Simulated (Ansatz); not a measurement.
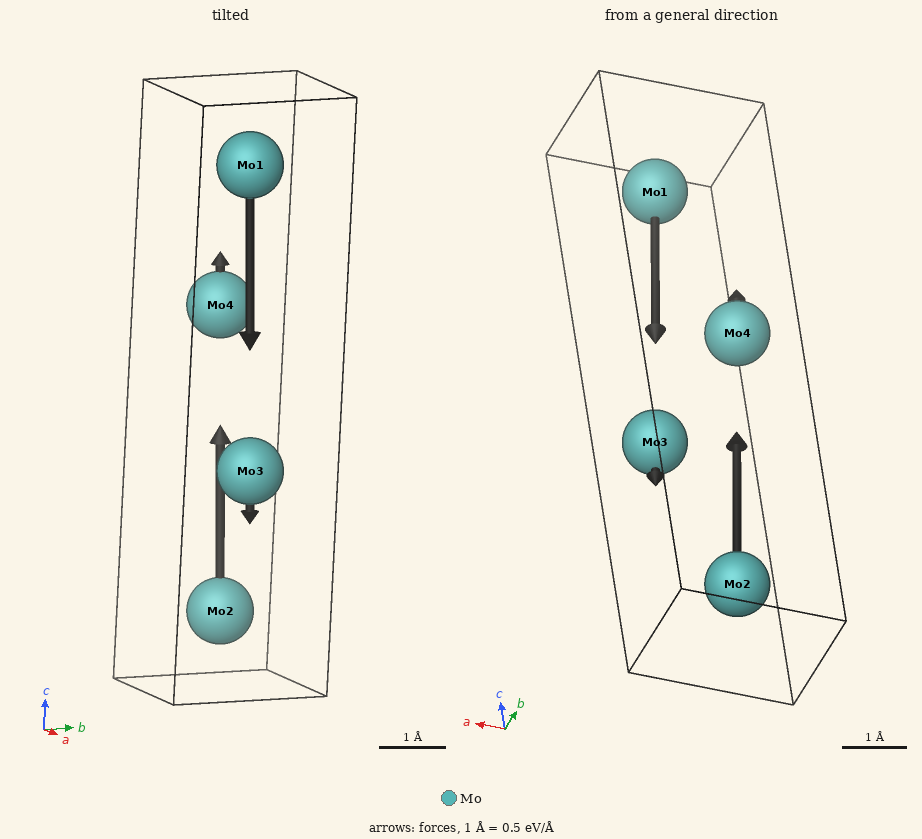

Spheres-only drawing of the structure, looking slightly off an axis and from a general direction. The box is the simulation cell; atoms on or close to its faces, edges and corners are drawn wherever they repeat. The arrows are the computed forces on the atoms.

System: Mo. Calculation details: DFT PBEsol, scalar-relativistic, plane waves, PAW (Ansatz 0.2.0); a basis cut at 420 eV, k-points on a 21×23×7 grid, Gaussian smearing of 0.15 eV, no spin polarisation.

Question: Would an optimiser stop at this geometry?

Answer: No. The atoms still feel forces of up to about 1.2 eV/Å, far above a usual threshold of 0.01 to 0.03 eV/Å.

Question: Which atom is pushed hardest?

Answer: Mo1 and Mo2, about 1.2 eV/Å.

It goes back to a structure listed in the Materials Project. The cell was then strained or its atoms displaced on purpose. A calculation with Ansatz used it as input.
